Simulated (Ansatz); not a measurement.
# Geometry relaxation, with input and output: CsCl (part 1 of 2)

CsCl (2 atoms in the cell), computed with DFT, PBEsol, plane waves, PAW, no spin polarisation (Ansatz 0.2.0).

The structure was built on a prototype by a generator. Figures and captions count atoms from 1; the log counts them from 0 in places.

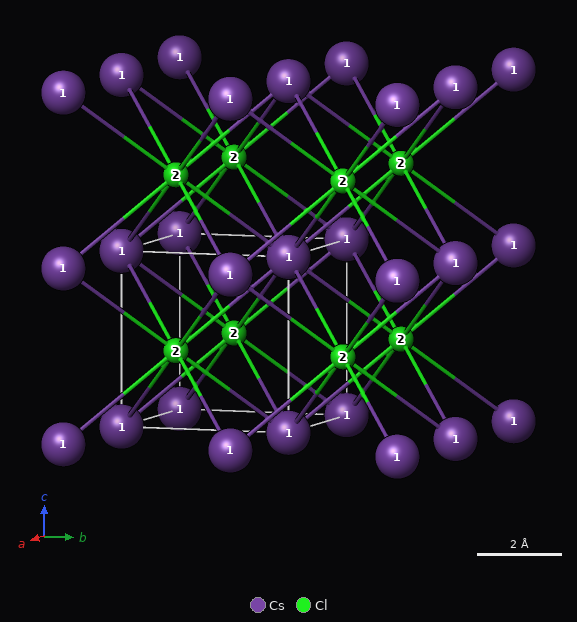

**Figure 1.** The structure as given in the input (ball-and-stick view of the cell of the calculation, repeated 2 × 2 × 2, seen slightly off an axis; atoms are numbered from 1 in the order of the input). Near neighbours in the crystal (not all of them lie inside the picture): Cs has 8 Cl at 3.67 Å; Cl has 8 Cs at 3.67 Å.

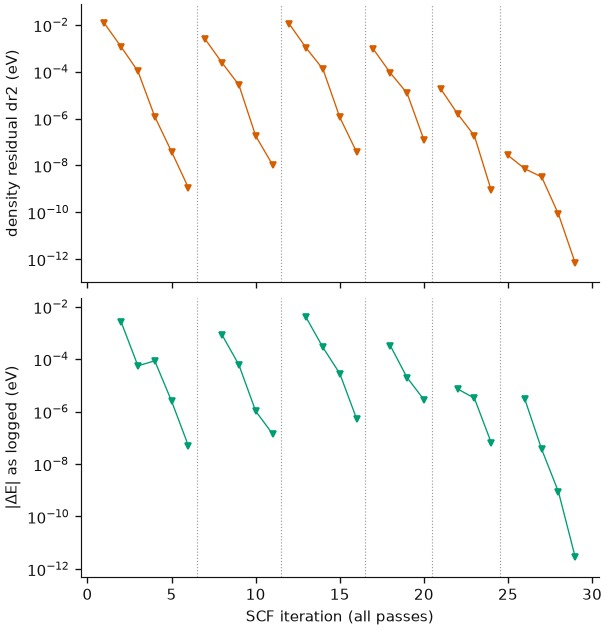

**Figure 2.** Convergence of the self-consistent field: density residual dr2 and size of the energy change against the SCF iteration. The dotted lines part the SCF passes of the relaxation: geometry steps, rejected trials and re-solves on a re-selected basis. The 6 passes take 4 to 6 iterations each, 29 in all.

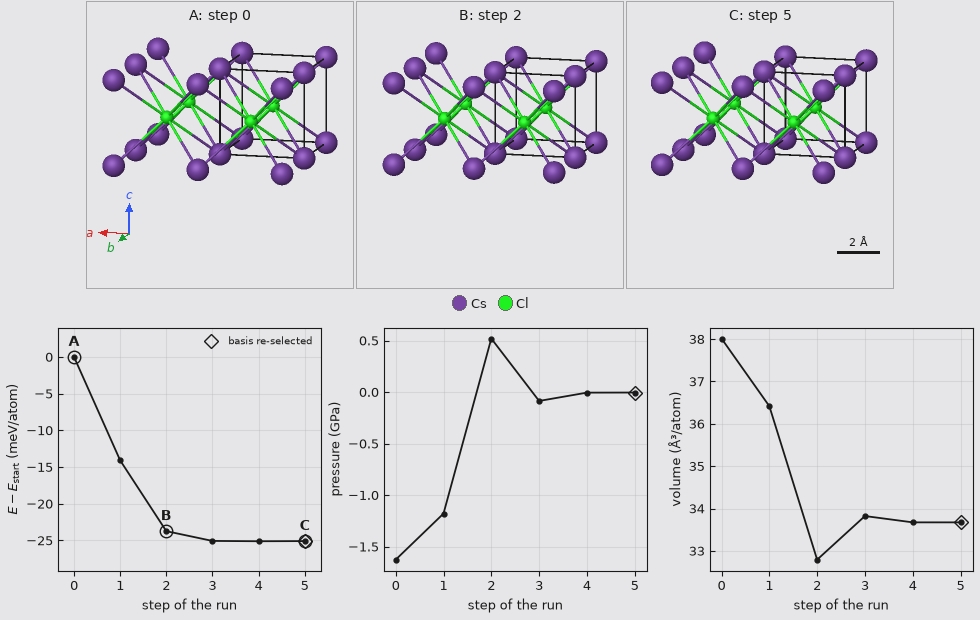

**Figure 3.** Frames of the relaxation (ball-and-stick view of the cell of the calculation, repeated 2 × 2 × 1, seen at an oblique angle) above the curves, on which the letters mark them (the first geometry is step 0 here and step 1 in the log).

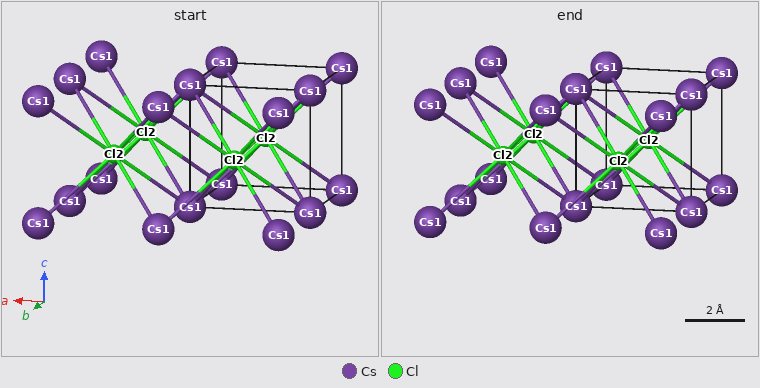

**Figure 4.** Before (left) and after (right) the relaxation, at one scale (ball-and-stick view of the cell of the calculation, repeated 2 × 2 × 1, seen at an oblique angle). After 4 geometry steps the energy has fallen by 25.1 meV per atom. All forces vanish by symmetry, so only the cell relaxes. The pressure goes from −1.63 to 0.00 GPa. The atoms keep their places relative to the cell (all moves are under 0.005 Å). Cell: a = b = c 4.236 → 4.069 Å (−4.0 %). Volume −11.4 %. Among the contacts that change: Cs1–Cl2 3.669 → 3.523 Å. The space group stays Pm-3m (No. 221). A last SCF at the same geometry on a re-selected plane-wave basis shifts the energy by +0.0 meV per atom. (Atoms are counted from 1 in the order of the input.)

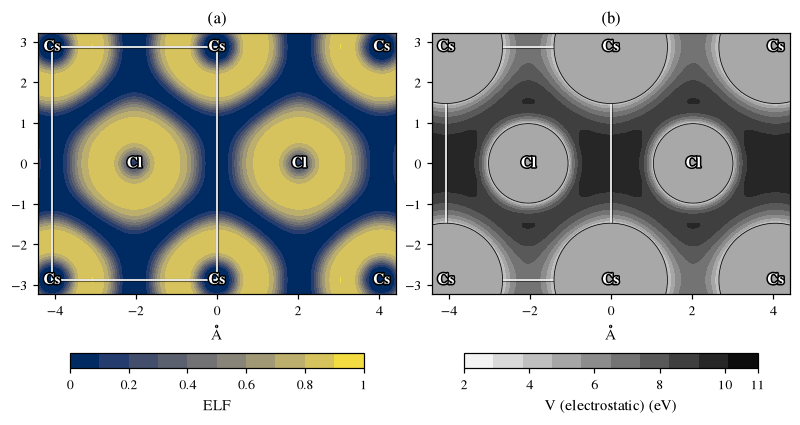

**Figure 5.** (a) ELF; (b) electrostatic potential (local pseudopotential plus Hartree) felt by an electron on the (101) plane of the conventional cell. Grey discs, where drawn, cover atomic cores. The section cuts through Cs and Cl sites. Cs–Cl (3.52 Å): the ELF is about 0.05 at the midpoint, which marks a closed-shell, largely ionic contact. The strong features right at Cs lie inside the PAW spheres (semicore, d or f shells) and say nothing about bonding. Outside the cores the potential energy rises away from the atoms and is highest about 1.8 Å from the nearest atoms; outside the discs it spans about 7 eV, and its zero is arbitrary. The fields are those of the smooth PAW valence density.

The input and output of the run follow.

## Input
```yaml
crystal:
  lattice:
    - [4.2363318489, 0.0, 0.0]
    - [0.0, 4.2363318489, 0.0]
    - [0.0, 0.0, 4.2363318489]
  atoms:
    - { symbol: Cs, position: [0.0, 0.0, 0.0] }
    - { symbol: Cl, position: [0.5, 0.5, 0.5] }
kpoints:
  mp_grid: { grid: [6, 6, 6] }
hamiltonian:
  xc: pbesol
scf:
  occupations: { method: fermi_dirac, width: 0.03 }
relax:
  f_tol: 0.01
  cell: {}
  max_steps: 120
output:
  write_density: true
  write_potential: true
  elf: true
  volumetric_format: npy
```

Launched with:
```bash
ansatz run input.yaml --threads 2 --pin off --max-ram 2211MiB --backend cpu --events-out ev --progress --plain --runs-dir out
```

## Output
```
Engine: ansatz 0.2.0, x86_64-unknown-linux-gnu
Pseudopotentials: kind: paw
Pseudopotential: Cs, paw, valence charge 9, recommended cutoff 420 eV (normal), Cs.paw.azcp
Pseudopotential: Cl, paw, valence charge 7, recommended cutoff 420 eV (normal), Cl.paw.azcp
Functional definition: PBEsol
  exchange = pbesol_x
  correlation = pbesol_c
Crystal: 2 atoms, lattice volume = 76.027 Å³
Basis set: ecut = 420 eV, 1503 PW (Γ), exchange–correlation on 60×60×60 points (8 copies of the dense FFT grid, shifted against one another)
Bands: 12, of which v1, the nominal top of the filled ones, is band 8 counted from 1 (7 counted from 0)
Symmetry: 48 space group operations
Space group: Pm-3m (ITA 221), of the structure as read, at distance tolerance 4.2e-5 Å
k-points: 20 of 216
Non-local potential: Cs, projectors of the file, l = 0: 3, l = 1: 2, l = 2: 2, l = 3: 2
Non-local potential: Cl, projectors of the file, l = 0: 2, l = 1: 2, l = 2: 2
PAW form: soft (Blöchl's): semilocal exchange-correlation on the pseudo side does not see the compensation charge
PAW frozen core: Cs, regenerated for the run's functional, and the local potential with it (the file was generated under x = pbe(κ = 0.804, μ = 0.2195149727645171), c = pbe(β = 0.06672455060314922))
PAW frozen core: Cl, regenerated for the run's functional, and the local potential with it (the file was generated under x = pbe(κ = 0.804, μ = 0.2195149727645171), c = pbe(β = 0.06672455060314922))
PAW one-centre angular grid: Cs, 194 points (default); XC on 64 Gauss nodes
PAW one-centre angular grid: Cl, 110 points (default); XC on 64 Gauss nodes
Initial density: superposition of atomic densities (neutral atoms: chi_scale 0, normalization atom), corrected by the library's trained network
Initial wavefunctions: pseudopotential atomic-orbital guess
Functional: x = pbesol(κ = 0.804, μ = 0.12345679012345678), c = pbesol(β = 0.046)
SCF iter   1: F=—  HF=-6650.474339 eV  |F-HF|=—  |Δ(HF+E_count)|=         —  Δρ=3.02e-3  dr2=1.18e-2  ethr=1.77e-3  ⟨swp⟩=8.0  Hψ=1729  notcnv=0
preconditioner: auto → Resta (q_TF=auto, 2.104 Å⁻¹)  ε∞=2.8  [insulator: Δε(μ)=4.645 eV  Ē_g=11.801 eV  σ=0.030 eV  W_gap=1.00  n_scr=18 (ndim 8)  ℏωp=15.9 eV  f_vac=0.000  D(μ)=0.00/eV (n_scr^D=0)  ε∞_Penn≈2.8]
SCF iter   2: F=—  HF=-6650.471704 eV  |F-HF|=—  |Δ(HF+E_count)|=   2.63e-3  Δρ=1.05e-3  dr2=1.16e-3  ethr=7.37e-5  ⟨swp⟩=2.6  Hψ=588  notcnv=0
SCF iter   3: F=—  HF=-6650.471759 eV  |F-HF|=—  |Δ(HF+E_count)|=   5.53e-5  Δρ=3.87e-4  dr2=1.05e-4  ethr=7.25e-6  ⟨swp⟩=2.0  Hψ=308  notcnv=0
SCF iter   4: F=—  HF=-6650.471845 eV  |F-HF|=—  |Δ(HF+E_count)|=   8.60e-5  Δρ=4.09e-5  dr2=1.21e-6  ethr=6.54e-7  ⟨swp⟩=2.5  Hψ=401  notcnv=0
SCF iter   5: F=—  HF=-6650.471848 eV  |F-HF|=—  |Δ(HF+E_count)|=   2.50e-6  Δρ=7.84e-6  dr2=3.83e-8  ethr=7.56e-9  ⟨swp⟩=2.0  Hψ=390  notcnv=0
SCF iter   6: F=-6650.471848 eV  HF=-6650.471848 eV  |F-HF|=1.72e-9  |Δ(HF+E_count)|=   4.96e-8  Δρ=1.31e-6  dr2=1.11e-9  ethr=2.39e-10  ⟨swp⟩=5.6  Hψ=1374  notcnv=0
SCF 1 converged in 6 iterations: F = -6650.471848 eV  dr2 = 1.11e-9
  greatest PAW one-centre occupation: 0.926 electrons in one spin orbital (limit 2), on the Cs atom at site 0 (counted from 0), in its partial waves of l = 0
relax step   1: F+E_penalty+E_count = -6650.47184777 eV  Δ(F+E_penalty+E_count) = +0.000e0 eV  max|allowed force component| = 5.506e-31 eV/Å  Δτ_max = 0.0000 Å  P = -1.626 GPa  Ω = 76.027 Å³  (6 SCF iters, dr2 threshold 1.00e-7 eV, accepted)
Crystal: 2 atoms, lattice volume = 72.834 Å³
Basis set: ecut = 420 eV, 1365 PW (Γ), exchange–correlation on 60×60×60 points (8 copies of the dense FFT grid, shifted against one another)
Initial density: handed on by an earlier stage of this run
Initial wavefunctions: those handed on with the density
iter 1 solved again at ethr=1.53e-5 eV; its pass at ethr=3.10e-3 eV (dr2=2.44e-3 eV) is discarded
SCF iter   1: F=—  HF=-6650.500933 eV  |F-HF|=—  |Δ(HF+E_count)|=         —  Δρ=1.17e-3  dr2=2.44e-3  ethr=1.53e-5  ⟨swp⟩=1.3  Hψ=1887  notcnv=0
preconditioner: auto → none  [insulator: Δε(μ)=4.839 eV  Ē_g=11.914 eV  σ=0.030 eV  W_gap=1.00  n_scr=6 (ndim 8)  ℏωp=16.3 eV  f_vac=0.000  D(μ)=0.00/eV (n_scr^D=0)  ε∞_Penn≈2.9]
SCF iter   2: F=—  HF=-6650.500096 eV  |F-HF|=—  |Δ(HF+E_count)|=   8.38e-4  Δρ=6.27e-4  dr2=2.42e-4  ethr=1.52e-5  ⟨swp⟩=2.0  Hψ=429  notcnv=0
SCF iter   3: F=—  HF=-6650.500035 eV  |F-HF|=—  |Δ(HF+E_count)|=   6.08e-5  Δρ=2.18e-4  dr2=2.74e-5  ethr=1.51e-6  ⟨swp⟩=2.0  Hψ=361  notcnv=0
SCF iter   4: F=—  HF=-6650.500034 eV  |F-HF|=—  |Δ(HF+E_count)|=   1.04e-6  Δρ=1.50e-5  dr2=1.81e-7  ethr=1.25e-9  ⟨swp⟩=6.6  Hψ=1538  notcnv=0
SCF iter   5: F=-6650.500034 eV  HF=-6650.500034 eV  |F-HF|=2.81e-8  |Δ(HF+E_count)|=   1.42e-7  Δρ=4.29e-6  dr2=1.07e-8  ethr=1.13e-9  ⟨swp⟩=6.0  Hψ=1454  notcnv=0
SCF 2 converged in 5 iterations: F = -6650.500034 eV  dr2 = 1.07e-8
relax step   2: F+E_penalty+E_count = -6650.50003411 eV  Δ(F+E_penalty+E_count) = -2.819e-2 eV  max|allowed force component| = 4.355e-31 eV/Å  Δτ_max = 0.0000 Å  P = -1.178 GPa  Ω = 72.834 Å³  energy of the carried Pulay correction = +1.116e-5 eV  (5 SCF iters, dr2 threshold 2.00e-7 eV, accepted)
Crystal: 2 atoms, lattice volume = 65.585 Å³
Basis set: ecut = 420 eV, 1309 PW (Γ), exchange–correlation on 60×60×60 points (8 copies of the dense FFT grid, shifted against one another)
iter 1 solved again at ethr=6.76e-5 eV; its pass at ethr=3.10e-3 eV (dr2=1.08e-2 eV) is discarded
SCF iter   1: F=—  HF=-6650.523479 eV  |F-HF|=—  |Δ(HF+E_count)|=         —  Δρ=2.64e-3  dr2=1.09e-2  ethr=6.76e-5  ⟨swp⟩=1.4  Hψ=1952  notcnv=0
preconditioner: auto → none  [insulator: Δε(μ)=5.051 eV  Ē_g=12.135 eV  σ=0.030 eV  W_gap=1.00  n_scr=6 (ndim 8)  ℏωp=17.2 eV  f_vac=0.000  D(μ)=0.00/eV (n_scr^D=0)  ε∞_Penn≈3.0]
SCF iter   2: F=—  HF=-6650.519609 eV  |F-HF|=—  |Δ(HF+E_count)|=   3.87e-3  Δρ=1.42e-3  dr2=1.04e-3  ethr=6.76e-5  ⟨swp⟩=3.1  Hψ=481  notcnv=0
SCF iter   3: F=—  HF=-6650.519333 eV  |F-HF|=—  |Δ(HF+E_count)|=   2.77e-4  Δρ=5.06e-4  dr2=1.29e-4  ethr=6.51e-6  ⟨swp⟩=2.0  Hψ=392  notcnv=0
SCF iter   4: F=—  HF=-6650.519305 eV  |F-HF|=—  |Δ(HF+E_count)|=   2.81e-5  Δρ=4.71e-5  dr2=1.13e-6  ethr=8.04e-7  ⟨swp⟩=2.0  Hψ=400  notcnv=0
SCF iter   5: F=-6650.519305 eV  HF=-6650.519305 eV  |F-HF|=5.97e-8  |Δ(HF+E_count)|=   5.31e-7  Δρ=8.32e-6  dr2=3.69e-8  ethr=1.25e-9  ⟨swp⟩=8.4  Hψ=1444  notcnv=0
SCF 3 converged in 5 iterations: F = -6650.519305 eV  dr2 = 3.69e-8
relax step   3: F+E_penalty+E_count = -6650.51930534 eV  Δ(F+E_penalty+E_count) = -1.927e-2 eV  max|allowed force component| = 5.670e-31 eV/Å  Δτ_max = 0.0000 Å  P = +0.520 GPa  Ω = 65.585 Å³  energy of the carried Pulay correction = +3.837e-5 eV  (5 SCF iters, dr2 threshold 2.00e-7 eV, accepted)
Crystal: 2 atoms, lattice volume = 67.646 Å³
Basis set: ecut = 420 eV, 1357 PW (Γ), exchange–correlation on 60×60×60 points (8 copies of the dense FFT grid, shifted against one another)
iter 1 solved again at ethr=5.67e-6 eV; its pass at ethr=3.10e-3 eV (dr2=9.07e-4 eV) is discarded
```
